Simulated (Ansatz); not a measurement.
# Si96C95 (charge +2): single-point calculation (part 3 of 3)

The same run, continued: Si96C95 (defect cell, 191 atoms in the cell, total charge +2); DFT, HSE06, PAW, plane waves (Ansatz 0.2.0); cutoff 420 eV, 1×1×1 k-mesh, Fermi–Dirac smearing of 0.01 eV. 

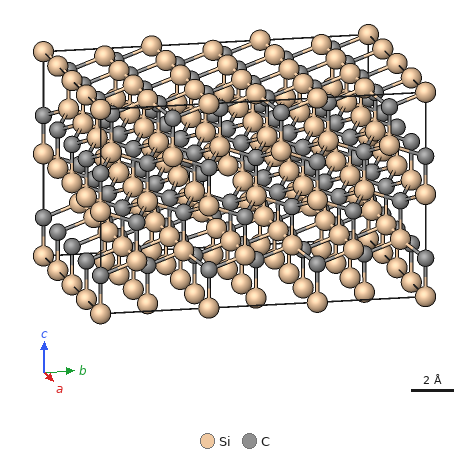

Fig. 1: The structure as given in the input (ball-and-stick view of the cell of the calculation, seen slightly off an axis).

**Input file**
```yaml
crystal:
  lattice:
    - [12.312272, 0.000000, 0.000000]
    - [0.000000, 15.994110, 0.000000]
    - [0.000000, 0.000000, 10.075947]
  atoms:
    - { symbol: Si, position: [0.000077, 0.999778, 0.500080] }
    - { symbol: Si, position: [0.250142, 0.999890, 0.500113] }
    - { symbol: Si, position: [0.124827, 0.166371, 0.500178] }
    - { symbol: Si, position: [0.000089, 0.332988, 0.500262] }
    - { symbol: Si, position: [0.500075, 0.999719, 0.500100] }
    - { symbol: Si, position: [0.375199, 0.165624, 0.500646] }
    - { symbol: Si, position: [0.248848, 0.332727, 0.501169] }
    - { symbol: Si, position: [0.124039, 0.500674, 0.500605] }
    - { symbol: Si, position: [0.000001, 0.667085, 0.500112] }
    - { symbol: Si, position: [0.749974, 0.999906, 0.500128] }
    - { symbol: Si, position: [0.624952, 0.165600, 0.500648] }
    - { symbol: Si, position: [0.500144, 0.326764, 0.503669] }
    - { symbol: Si, position: [0.367909, 0.503254, 0.503466] }
    - { symbol: Si, position: [0.249002, 0.667151, 0.500591] }
    - { symbol: Si, position: [0.125036, 0.833380, 0.500091] }
    - { symbol: Si, position: [0.875362, 0.166336, 0.500161] }
    - { symbol: Si, position: [0.751318, 0.332667, 0.501146] }
    - { symbol: Si, position: [0.631899, 0.503029, 0.503245] }
    - { symbol: Si, position: [0.500086, 0.667884, 0.501103] }
    - { symbol: Si, position: [0.375096, 0.833618, 0.500138] }
    - { symbol: Si, position: [0.875891, 0.500640, 0.500672] }
    - { symbol: Si, position: [0.751082, 0.667126, 0.500627] }
    - { symbol: Si, position: [0.625070, 0.833621, 0.500153] }
    - { symbol: Si, position: [0.875060, 0.833417, 0.500115] }
    - { symbol: Si, position: [0.000076, 0.110801, 0.249986] }
    - { symbol: Si, position: [0.249821, 0.110922, 0.249805] }
    - { symbol: Si, position: [0.124643, 0.277331, 0.249878] }
    - { symbol: Si, position: [0.000075, 0.444183, 0.249541] }
    - { symbol: Si, position: [0.500045, 0.110877, 0.249809] }
    - { symbol: Si, position: [0.373952, 0.277175, 0.249153] }
    - { symbol: Si, position: [0.248960, 0.443902, 0.249127] }
    - { symbol: Si, position: [0.124887, 0.611302, 0.249732] }
    - { symbol: Si, position: [0.000030, 0.777980, 0.249976] }
    - { symbol: Si, position: [0.750292, 0.110903, 0.249791] }
    - { symbol: Si, position: [0.626166, 0.277145, 0.249125] }
    - { symbol: Si, position: [0.500138, 0.444455, 0.239241] }
    - { symbol: Si, position: [0.375072, 0.612212, 0.249137] }
    - { symbol: Si, position: [0.250067, 0.778107, 0.249791] }
    - { symbol: Si, position: [0.125048, 0.944451, 0.249978] }
    - { symbol: Si, position: [0.875507, 0.277306, 0.249858] }
    - { symbol: Si, position: [0.751192, 0.443858, 0.249130] }
    - { symbol: Si, position: [0.625068, 0.612233, 0.249128] }
    - { symbol: Si, position: [0.500080, 0.778416, 0.249902] }
    - { symbol: Si, position: [0.375017, 0.944579, 0.250002] }
    - { symbol: Si, position: [0.875180, 0.611290, 0.249795] }
    - { symbol: Si, position: [0.750057, 0.778125, 0.249812] }
    - { symbol: Si, position: [0.625088, 0.944574, 0.249997] }
    - { symbol: Si, position: [0.875043, 0.944469, 0.249988] }
    - { symbol: Si, position: [0.124919, 0.055350, 0.750180] }
    - { symbol: Si, position: [0.000042, 0.221905, 0.750259] }
    - { symbol: Si, position: [0.374964, 0.055233, 0.750277] }
    - { symbol: Si, position: [0.249553, 0.221757, 0.750440] }
    - { symbol: Si, position: [0.124578, 0.388631, 0.750446] }
    - { symbol: Si, position: [0.999994, 0.555834, 0.750375] }
    - { symbol: Si, position: [0.625117, 0.055208, 0.750282] }
    - { symbol: Si, position: [0.500057, 0.221131, 0.750367] }
    - { symbol: Si, position: [0.373954, 0.388353, 0.750687] }
    - { symbol: Si, position: [0.248997, 0.556078, 0.750234] }
    - { symbol: Si, position: [0.124816, 0.722545, 0.750247] }
    - { symbol: Si, position: [0.000035, 0.888896, 0.750122] }
    - { symbol: Si, position: [0.875157, 0.055323, 0.750174] }
    - { symbol: Si, position: [0.750547, 0.221734, 0.750415] }
    - { symbol: Si, position: [0.626119, 0.388340, 0.750718] }
    - { symbol: Si, position: [0.500024, 0.556579, 0.750638] }
    - { symbol: Si, position: [0.374924, 0.722825, 0.750359] }
    - { symbol: Si, position: [0.249985, 0.889028, 0.750154] }
    - { symbol: Si, position: [0.875488, 0.388624, 0.750462] }
    - { symbol: Si, position: [0.750964, 0.556082, 0.750202] }
    - { symbol: Si, position: [0.625134, 0.722838, 0.750386] }
    - { symbol: Si, position: [0.500037, 0.889030, 0.750201] }
    - { symbol: Si, position: [0.875210, 0.722535, 0.750277] }
    - { symbol: Si, position: [0.750092, 0.889011, 0.750166] }
    - { symbol: Si, position: [0.000057, 0.999884, 0.999984] }
    - { symbol: Si, position: [0.249940, 0.000019, 0.999982] }
    - { symbol: Si, position: [0.124816, 0.166344, 0.999969] }
    - { symbol: Si, position: [0.000051, 0.332917, 0.999956] }
    - { symbol: Si, position: [0.500051, 0.000046, 0.000007] }
    - { symbol: Si, position: [0.374610, 0.166413, 0.999877] }
    - { symbol: Si, position: [0.249390, 0.332885, 0.999738] }
    - { symbol: Si, position: [0.124689, 0.499748, 0.999800] }
    - { symbol: Si, position: [0.000007, 0.666835, 0.999996] }
    - { symbol: Si, position: [0.750168, 0.999995, 0.999973] }
    - { symbol: Si, position: [0.625482, 0.166390, 0.999848] }
    - { symbol: Si, position: [0.500033, 0.333390, 0.998752] }
    - { symbol: Si, position: [0.375199, 0.499916, 0.998697] }
    - { symbol: Si, position: [0.250059, 0.667133, 0.999803] }
    - { symbol: Si, position: [0.125047, 0.833513, 0.999968] }
    - { symbol: Si, position: [0.875307, 0.166327, 0.999972] }
    - { symbol: Si, position: [0.750691, 0.332865, 0.999714] }
    - { symbol: Si, position: [0.624866, 0.499915, 0.998705] }
    - { symbol: Si, position: [0.500047, 0.667415, 0.999682] }
    - { symbol: Si, position: [0.375034, 0.833733, 0.999975] }
    - { symbol: Si, position: [0.875312, 0.499745, 0.999826] }
    - { symbol: Si, position: [0.750008, 0.667141, 0.999835] }
    - { symbol: Si, position: [0.625080, 0.833732, 0.999964] }
    - { symbol: Si, position: [0.875036, 0.833514, 0.999973] }
    - { symbol: C, position: [0.000068, 0.999896, 0.187391] }
    - { symbol: C, position: [0.250096, 0.000040, 0.187411] }
    - { symbol: C, position: [0.125043, 0.166611, 0.187411] }
    - { symbol: C, position: [0.000105, 0.333291, 0.187432] }
    - { symbol: C, position: [0.500058, 0.000084, 0.187428] }
    - { symbol: C, position: [0.375146, 0.166749, 0.187411] }
    - { symbol: C, position: [0.249930, 0.333273, 0.187379] }
    - { symbol: C, position: [0.125138, 0.500039, 0.187407] }
    - { symbol: C, position: [0.000053, 0.666633, 0.187457] }
    - { symbol: C, position: [0.750038, 0.000031, 0.187401] }
    - { symbol: C, position: [0.625017, 0.166713, 0.187393] }
    - { symbol: C, position: [0.500105, 0.333157, 0.189426] }
    - { symbol: C, position: [0.374882, 0.500129, 0.189389] }
    - { symbol: C, position: [0.250089, 0.666603, 0.187380] }
    - { symbol: C, position: [0.125098, 0.833272, 0.187408] }
    - { symbol: C, position: [0.875130, 0.166595, 0.187406] }
    - { symbol: C, position: [0.750280, 0.333228, 0.187370] }
    - { symbol: C, position: [0.625425, 0.500151, 0.189373] }
    - { symbol: C, position: [0.500067, 0.666862, 0.187311] }
    - { symbol: C, position: [0.375071, 0.833409, 0.187396] }
    - { symbol: C, position: [0.875084, 0.500015, 0.187440] }
    - { symbol: C, position: [0.750062, 0.666617, 0.187371] }
    - { symbol: C, position: [0.625071, 0.833413, 0.187372] }
    - { symbol: C, position: [0.875033, 0.833280, 0.187409] }
    - { symbol: C, position: [0.000041, 0.999910, 0.687367] }
    - { symbol: C, position: [0.250055, 0.000106, 0.687380] }
    - { symbol: C, position: [0.124992, 0.166597, 0.687399] }
    - { symbol: C, position: [0.000048, 0.333230, 0.687442] }
    - { symbol: C, position: [0.500034, 0.000137, 0.687389] }
    - { symbol: C, position: [0.375033, 0.166894, 0.687529] }
    - { symbol: C, position: [0.249867, 0.333229, 0.687725] }
    - { symbol: C, position: [0.125138, 0.499838, 0.687524] }
    - { symbol: C, position: [0.000000, 0.666598, 0.687415] }
    - { symbol: C, position: [0.750025, 0.000094, 0.687363] }
    - { symbol: C, position: [0.625060, 0.166865, 0.687543] }
    - { symbol: C, position: [0.500057, 0.334432, 0.687211] }
    - { symbol: C, position: [0.376250, 0.499432, 0.687142] }
    - { symbol: C, position: [0.250237, 0.666565, 0.687530] }
    - { symbol: C, position: [0.125119, 0.833295, 0.687385] }
    - { symbol: C, position: [0.875113, 0.166579, 0.687398] }
    - { symbol: C, position: [0.750239, 0.333202, 0.687735] }
    - { symbol: C, position: [0.623716, 0.499362, 0.687033] }
    - { symbol: C, position: [0.500030, 0.666841, 0.687696] }
    - { symbol: C, position: [0.375043, 0.833443, 0.687393] }
    - { symbol: C, position: [0.874879, 0.499827, 0.687536] }
    - { symbol: C, position: [0.749777, 0.666538, 0.687503] }
    - { symbol: C, position: [0.625026, 0.833447, 0.687381] }
    - { symbol: C, position: [0.874926, 0.833282, 0.687364] }
    - { symbol: C, position: [0.000139, 0.110998, 0.437978] }
    - { symbol: C, position: [0.250203, 0.111483, 0.437902] }
    - { symbol: C, position: [0.125061, 0.277751, 0.437997] }
    - { symbol: C, position: [0.000102, 0.444180, 0.437821] }
    - { symbol: C, position: [0.500091, 0.111319, 0.437955] }
    - { symbol: C, position: [0.374790, 0.278923, 0.437329] }
    - { symbol: C, position: [0.250939, 0.443780, 0.437364] }
    - { symbol: C, position: [0.125149, 0.611039, 0.437946] }
    - { symbol: C, position: [0.000056, 0.777786, 0.437984] }
    - { symbol: C, position: [0.750002, 0.111504, 0.437874] }
    - { symbol: C, position: [0.625424, 0.278839, 0.437341] }
    - { symbol: C, position: [0.376402, 0.610808, 0.437319] }
    - { symbol: C, position: [0.250476, 0.777508, 0.437896] }
    - { symbol: C, position: [0.125289, 0.944392, 0.437997] }
    - { symbol: C, position: [0.875198, 0.277689, 0.437995] }
    - { symbol: C, position: [0.749228, 0.443615, 0.437330] }
    - { symbol: C, position: [0.623684, 0.610733, 0.437270] }
    - { symbol: C, position: [0.500080, 0.777854, 0.437971] }
    - { symbol: C, position: [0.375099, 0.944521, 0.437975] }
    - { symbol: C, position: [0.874916, 0.610969, 0.437972] }
    - { symbol: C, position: [0.749662, 0.777513, 0.437879] }
    - { symbol: C, position: [0.625064, 0.944517, 0.437950] }
    - { symbol: C, position: [0.874899, 0.944473, 0.437967] }
    - { symbol: C, position: [0.125022, 0.055502, 0.938033] }
    - { symbol: C, position: [0.000076, 0.222158, 0.938065] }
    - { symbol: C, position: [0.375085, 0.055675, 0.938096] }
    - { symbol: C, position: [0.249978, 0.222183, 0.938128] }
    - { symbol: C, position: [0.125003, 0.388833, 0.938143] }
    - { symbol: C, position: [0.000017, 0.555528, 0.938152] }
    - { symbol: C, position: [0.625030, 0.055650, 0.938089] }
    - { symbol: C, position: [0.500069, 0.222562, 0.938458] }
    - { symbol: C, position: [0.375037, 0.388884, 0.938286] }
    - { symbol: C, position: [0.250373, 0.555399, 0.938352] }
    - { symbol: C, position: [0.125067, 0.722132, 0.938094] }
    - { symbol: C, position: [0.000028, 0.888776, 0.938017] }
    - { symbol: C, position: [0.875079, 0.055498, 0.938029] }
    - { symbol: C, position: [0.750171, 0.222166, 0.938118] }
    - { symbol: C, position: [0.625128, 0.388872, 0.938317] }
    - { symbol: C, position: [0.500060, 0.555616, 0.938275] }
    - { symbol: C, position: [0.375051, 0.722345, 0.938093] }
    - { symbol: C, position: [0.250045, 0.888942, 0.938039] }
    - { symbol: C, position: [0.875143, 0.388824, 0.938161] }
    - { symbol: C, position: [0.749700, 0.555375, 0.938421] }
    - { symbol: C, position: [0.625050, 0.722343, 0.938090] }
    - { symbol: C, position: [0.500052, 0.889008, 0.938060] }
    - { symbol: C, position: [0.874983, 0.722133, 0.938079] }
    - { symbol: C, position: [0.750049, 0.888939, 0.938030] }
  symmetry: { detect: false }
kpoints:
  mp_grid: { grid: [1, 1, 1], shift: [0.25, 0.25, 0.25] }
hamiltonian:
  xc: hse06
total_charge: 2
scf:
  occupations: { method: fermi_dirac, width: 0.01 }
output:
  forces: true
  eigenvalues: true
  populations: true
  charged_corrections: { epsilon: 9.7 }
  eigenstates: { kpoints: [[0.25, 0.25, 0.25]], e_range: [-6.0, 6.0], localisation: true }
```

Launched with:
```bash
ansatz run in.yaml --threads 32 --pin off --max-ram 171000MiB --runs-dir r --events-out ev --progress --plain --backend cuda --devices 0,
```

**Key numbers**

- outcome: converged
- electrons treated: 762
- free energy: −84994.1625 eV
- Fermi energy: 10.068 eV
- largest force (length of the vector): 0.250 eV/Å
- hardware: 1 × NVIDIA GB300 Max-Q, 32 threads of Arm Neoverse-V2, 180 GiB of memory available, shared host
- wall time: 78 s (CPU time 8.9 min)
- peak memory: 8.6 GiB

The k-point mesh is coarse for a cell of this size, so the results may not be converged.
